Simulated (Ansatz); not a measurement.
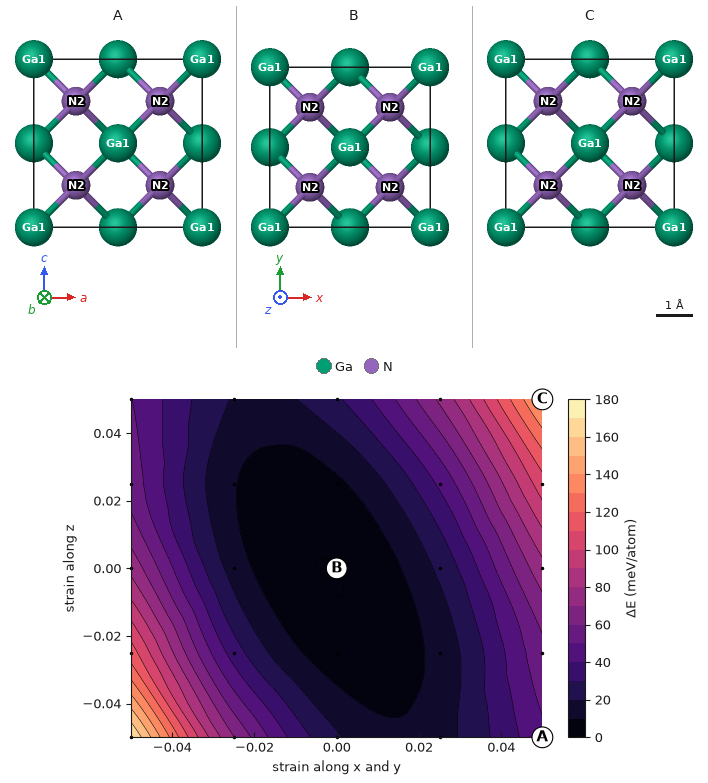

A scan of a crystal of GaN (F-43m): the cell is strained equally along x and y and separately along z, with the atoms kept at their fractional coordinates. x, y and z are the Cartesian axes of the input. The map is interpolated between the computed points (dots). The lettered frames are marked on it. Style: ball-and-stick. Shown: the conventional cell (4 times the calculation's cell), along the b axis. Lengths and directions refer to the drawn axes.

All numbers below come from DFT r2SCAN, scalar-relativistic, plane waves, PAW in Ansatz 0.2.0. (plane-wave cutoff 500 eV; k-point mesh 10 × 10 × 10; occupations gaussian; smearing width 0.05 eV; no spin polarisation). Energies (free energies at the smearing named) are counted from the cell as listed in its source, which wasn't relaxed.

### Describe the energy landscape.

In pairs of (strain along x and y; strain along z): the lowest computed point lies at (0.000, 0.000) (0.0 meV/atom), the highest at (−0.050, −0.050) (170.4 meV/atom). The valley is tilted: raising the in-plane strain is made harder by raising the strain along z (cross term 0.61 of the geometric mean of the two curvatures). Over the ranges scanned the energy rises more along the first axis, the in-plane strain. The pressure runs from −21.4 GPa at (0.050, 0.050) to 39.8 GPa at (−0.050, −0.050). The frames lie at A (0.050, −0.050): 47.5 meV/atom, B (0.000, 0.000): 0.0 meV/atom, C (0.050, 0.050): 143.6 meV/atom.
